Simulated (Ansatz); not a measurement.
The calculation's input:

```
crystal:
  lattice:
    - [1.6977160746, 0.9801768327, 4.5692389264]
    - [-1.6977160746, 0.9801768327, 4.5692389264]
    - [0.0, -1.9603536654, 4.5692389264]
  atoms:
    - { symbol: Na, position: [0.0, 0.0, 0.0] }
    - { symbol: H, position: [0.5, 0.5, 0.5] }
    - { symbol: F, position: [0.4172389337, 0.4172389337, 0.4172389337] }
    - { symbol: F, position: [0.5827610663, 0.5827610663, 0.5827610663] }
kpoints:
  mp_grid: { grid: [6, 6, 6] }
  band_path:
    path:
      - [0.0, 0.0, 0.0]
      - [0.5, 0.5, 0.5]
      - [0.8026551335, 0.1973448665, 0.5]
      - [0.5, -0.1973448665, 0.1973448665]
      - [0.5, 0.0, 0.0]
      - [0.3486724332, -0.3486724332, 0.0]
      - [0.6513275668, 0.0, 0.3486724332]
      - [0.5, 0.0, 0.5]
    npoints: 1
hamiltonian:
  xc: pbe0
scf:
  occupations: { method: fixed }
  n_extra_bands: 5
output:
  forces: true
  stress: true
  eigenvalues: true
  write_density: true
  write_potential: true
  elf: true
  volumetric_format: npy
```

Command:

```sh
ansatz run input.yaml --threads 2 --pin off --max-ram 2211MiB --backend cpu --events-out ev --progress --plain --runs-dir out
```

Below, planes, directions and counts refer to the conventional cell (a = 3.40 Å, b = 3.40 Å, c = 13.71 Å, α = 90.00°, β = 90.00°, γ = 120.00°).

Space group R-3m; started from the measured structure prototype, which need not be the ambient phase.

Computed with DFT, PBE0, plane waves, PAW in Ansatz 0.2.0.

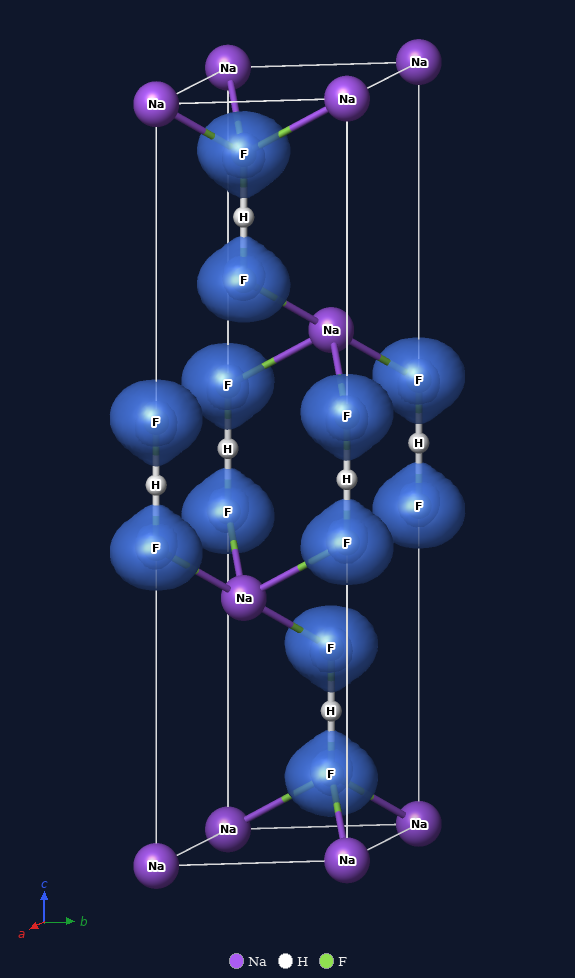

NaHF₂. Isosurface of the ELF at 0.75 (blue), seen slightly off an axis. Core shells and regions of very low density are left out. Sticks mark near contacts.

Core electrons are frozen (PAW), and the valence fields are smoothed inside the atomic spheres.

### Identify the bonds, lone pairs and shells in this picture.

The surface consists of six regions on F in which the atom's valence shell and bonds are merged, counted in one cell of 12 atoms. Any copies at cell faces, edges or corners count once. Along the contacts the grid gives the following. F–H (1.13 Å): the ELF peaks at about 0.80 between the atoms. Na–F (2.27 Å): the ELF is about 0.05 at the midpoint; a largely ionic contact.
